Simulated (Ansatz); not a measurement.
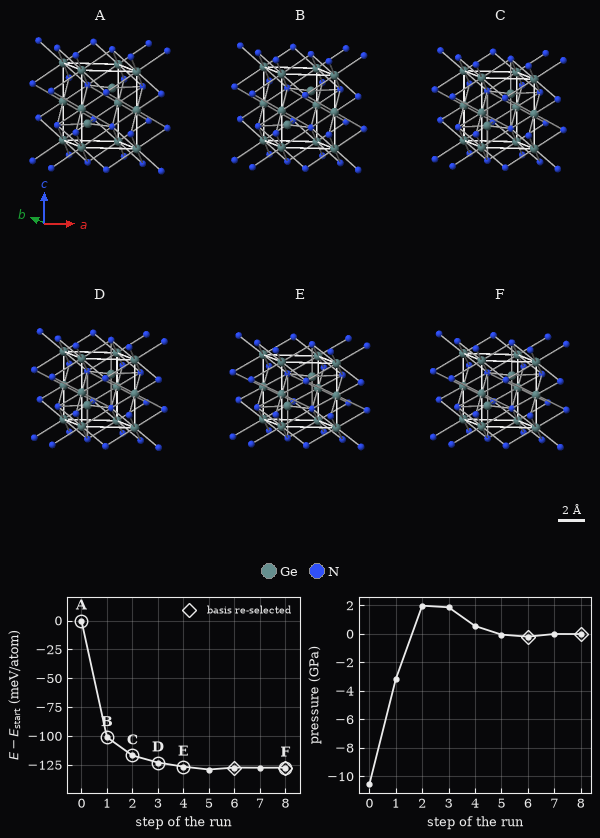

Frames of a relaxation of a crystal of Ge2N (a generated structure, set up in P6_3/mmc) (coarse preliminary run), marked on the history of the run. The picture is a ball-and-stick view of the cell of the calculation, seen slightly off an axis.

Level of theory: DFT PBE, scalar-relativistic, plane waves, PAW in Ansatz 0.2.0. Set-up: plane-wave cutoff 420 eV; k-point mesh 6 × 6 × 4; occupations gaussian; smearing width 0.1 eV; no spin polarisation; cell and atoms relaxed; force threshold 0.04 eV/Å; at most 70 steps.

> Describe the path.

The atoms keep their places relative to the cell (all moves are under 0.005 Å). The drawn cell changes as follows: a = b 4.426 → 4.375 Å (−1.2 %), c 6.163 → 5.254 Å (−14.8 %); the volume changes by −16.7 %. Among the contacts that change: Ge–N 3.082 → 2.627 Å, Ge–N 2.984 → 2.847 Å, Ge–N 2.555 → 2.526 Å. The space group stays P6_3/mmc (No. 194). After 6 accepted moves (8 points after the start) the energy has fallen by 127 meV per atom. All forces vanish by symmetry, so only the cell relaxes. Pressure: −10.56 GPa at the start and −0.01 GPa at the end. At 2 points the geometry stayed and the basis and grid were re-selected for the new cell (energy shift of 1.7 meV per atom at most each time). Cost: 92 s on 1 thread of Intel(R) Xeon(R) Processor @ 2.50GHz (Skylake/Cascade Lake) (shared host), peak memory 0.42 GiB. From step 0 to 1: volume −12.2 %, energy −101 meV per atom. From step 1 to 2: volume −6.3 %, energy −15.8 meV per atom. From step 2 to 3: volume −0.2 %, energy −6.1 meV per atom. From step 3 to 4: volume +1.1 %, energy −3.6 meV per atom. From step 4 to 8: volume +0.3 %, energy −0.9 meV per atom.

| step | E − E(0), meV/atom | pressure, GPa | volume, Å³/atom | note |
| --- | --- | --- | --- | --- |
| 0 | 0.00 | -10.56 | 17.427 |  |
| 1 | -101.03 | -3.17 | 15.301 |  |
| 2 | -116.81 | 1.98 | 14.340 |  |
| 3 | -122.93 | 1.87 | 14.307 |  |
| 4 | -126.51 | 0.56 | 14.466 |  |
| 5 | -128.97 | -0.05 | 14.542 |  |
| 6 | -127.31 | -0.19 | 14.542 | same geometry, new basis |
| 7 | -127.43 | -0.01 | 14.513 |  |
| 8 | -127.38 | -0.01 | 14.513 | same geometry, new basis |
